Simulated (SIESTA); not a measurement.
**A series of single points on ZrS**

System: ZrS (2 atoms in the cell).
Method: Kohn-Sham DFT of a periodic cell, LDA, PseudoDojo 0.4 standard, converted to PSML, no spin polarisation (SIESTA 5.4.2).

The 7 runs differ only in the geometry, by an even scaling of the cell at fixed fractional positions. The structure derives from an entry of the Crystallography Open Database.

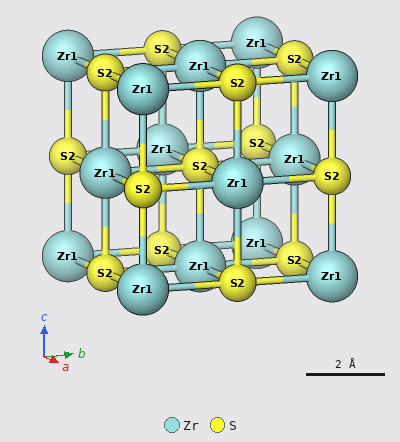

Figure 1. The structure of run 4 (ball-and-stick view of the cell 4 times as large as that of the calculation, set on its symmetry axes, seen slightly off an axis; atoms are numbered from 1 in the order of the input). An atom can appear more than once, as a periodic image.

**Input of run 4**
```
SystemName                      ZrS
SystemLabel                     ZrS
NumberOfSpecies                 2
NumberOfAtoms                   2
%block ChemicalSpeciesLabel
  1  40 Zr
  2  16 S
%endblock ChemicalSpeciesLabel

LatticeConstant                 1.0 Ang
%block LatticeVectors
     0.0000000000     2.6250000000     2.6250000000
     2.6250000000     0.0000000000     2.6250000000
     2.6250000000     2.6250000000     0.0000000000
%endblock LatticeVectors
AtomicCoordinatesFormat         Fractional
%block AtomicCoordinatesAndAtomicSpecies
     0.0000000000     0.0000000000     0.0000000000  1  Zr
     0.5000000000     0.5000000000     0.5000000000  2  S
%endblock AtomicCoordinatesAndAtomicSpecies

%block kgrid.MonkhorstPack
    9   0   0  0.0
    0   9   0  0.0
    0   0   9  0.0
%endblock kgrid.MonkhorstPack
XC.Functional                   LDA
XC.Authors                      PW92
PAO.BasisSize                   DZP
PAO.EnergyShift                 0.003 Ry
Mesh.Cutoff                     800 Ry
OccupationFunction              FD
ElectronicTemperature           0.05 eV
MaxSCFIterations                120
SCF.MustConverge                false
SCF.Mixer.Method                Pulay
SCF.Mixer.Weight                0.25
SCF.Mixer.History               8
SCF.DM.Tolerance                5.0e-05
SCF.H.Tolerance                 1.0e-03 eV
WriteForces                     true
Charge.Mulliken                 end
%block PAO.Basis
  Zr 5
  n=4 0 2
    3.504 0.000
  n=5 0 2
    8.951 0.000
  n=4 1 2
    4.065 0.000
  n=5 1 1
    8.951
  n=4 2 2
    7.326 0.000
%endblock PAO.Basis
```

Command:
```bash
siesta < ZrS.fdf > ZrS.out 2>&1
```

Run 6 differs from it as follows:
```diff
-     0.0000000000     2.6250000000     2.6250000000
-     2.6250000000     0.0000000000     2.6250000000
-     2.6250000000     2.6250000000     0.0000000000
+     0.0000000000     2.6595434350     2.6595434350
+     2.6595434350     0.0000000000     2.6595434350
+     2.6595434350     2.6595434350     0.0000000000
```

**Results, with one run withheld**

| run | volume per atom (Å³) | free energy per atom, from the lowest run given (meV) | pressure (GPa) |
| --- | --- | --- | --- |
| 1 | 17.003 | 0.22 | 1.75 |
| 2 | 17.364 | 0.00 | −1.47 |
| 3 | 17.726 | 6.62 | −4.35 |
| 4 | 18.088 | 19.42 | −6.90 |
| 5 | 18.450 | 37.72 | −9.25 |
| 6 | 18.811 | ? | ? |
| 7 | 19.173 | 88.51 | −13.11 |

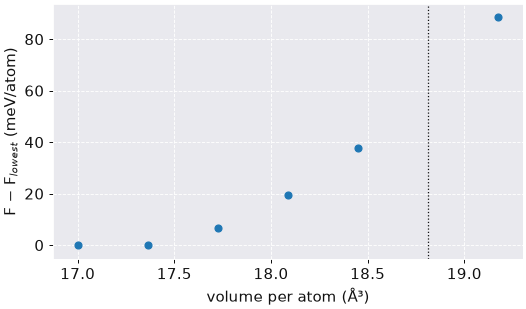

Figure 2. Free energy per atom of the runs given; the dotted line marks run 6.

What should run 6 give?

A cubic polynomial in V^(−2/3) (the Birch–Murnaghan form), fitted to the 6 runs given, misses them by at most 0.01 meV per atom. With x = V^(−2/3) − 0.14590 Å⁻², it reads F = 13.633 − 6832.4 x + 8.0535e+05 x² + 7.8835e+05 x³ (meV per atom). At run 6 it gives 60.88 meV per atom, and the run itself gives 60.93. The slope of the fit gives a pressure −dF/dV of −11.29 GPa there, and the run prints −11.28 GPa. The fit has its minimum at 17.193 Å³ per atom, where V d²F/dV² gives 152 GPa: the bulk modulus at this level, since symmetry fixes the shape and the positions.

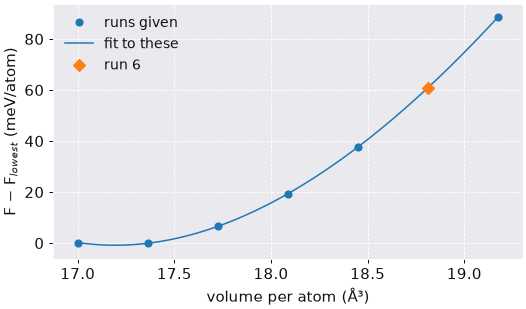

Figure 3. The fit and the withheld run.

**Some lines of the output (run 6)**
```
[...]
outcell: Cell volume (Ang**3)        :     37.6228
stepf: Fermi-Dirac step function
siesta: Etot    =     -1682.248299
siesta: FreeEng =     -1682.260712
        iscf     Eharris(eV)        E_KS(eV)     FreeEng(eV)     dDmax    Ef(eV) dHmax(eV)
siesta: E_KS(eV) =            -1682.6290
siesta: E_KS - E_eggbox =     -1682.6290
siesta: Etot    =     -1682.628999
siesta: FreeEng =     -1682.642515
siesta:         Fermi =      -4.626295
siesta: Cell volume =         37.622812 Ang**3
    Orbital volume contribution        =           2.382295 eV
```

Notes: Points of doubt noted for this run: mulliken charges of long orbitals. With a small basis of atomic orbitals these values can differ much from converged plane-wave results.
